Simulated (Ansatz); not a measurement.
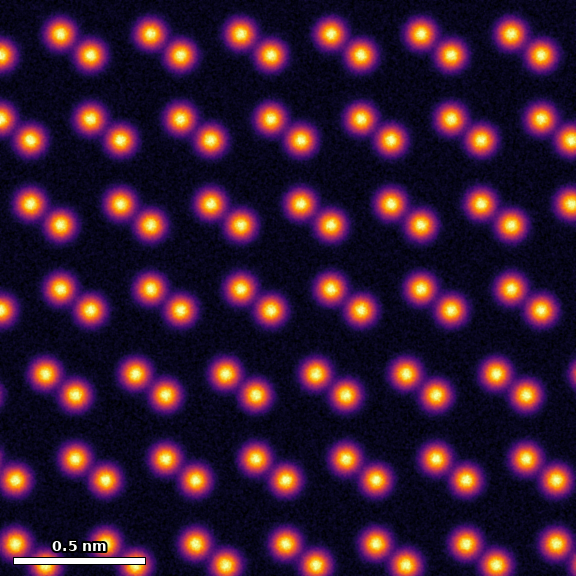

HAADF-like image of Ge (Fd-3m, No. 227) along [110]. Simulated incoherent Z contrast: every atom adds Z^1.7 spread by a probe of 0.69 Å full width; channelling and multiple scattering are left out. The display is stretched by a gamma of 0.65; percentages refer to the linear signal. Shot noise was added.

One planar defect was built into the perfect crystal by geometry alone, without relaxation. Host structure: the geometry given to an electronic-structure calculation, possibly off equilibrium.

Question: Find the planar defect and say what kind it is.

Answer: A planar fault (a stacking fault) runs horizontally about 13 Å below the top edge. The part above it is shifted along the boundary by 1/2 of the 3.44 Å repeat of the rows (1.7 Å to the right, the same as to the left); both parts keep the same orientation.
